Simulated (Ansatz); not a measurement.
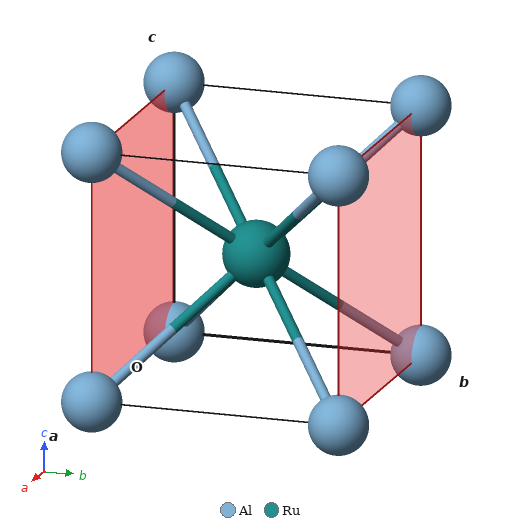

Crystal: AlRu, a calculation's input that goes back to an entry of the Crystallography Open Database (an earlier step may have relaxed or displaced it). Every member of one family of equally spaced planes, hx + ky + lz = a whole number, that cuts the unit cell is shaded (one member passes through the origin O). Symmetry computed with spglib at a tolerance of 0.002 Å; standard conventional cell.

a = 3.004 Å, b = 3.004 Å, c = 3.004 Å, α = 90.00°, β = 90.00°, γ = 90.00°.

> Which (hkl) family is drawn?

(0 1 0); the opposite sign names the same planes. The member next to the origin meets the axes a never, b at 1, c never.

> What is the spacing?

d = 3.004 Å.

> Which atoms of the cell lie in these planes (within 0.03 Å)?

The Al atom.
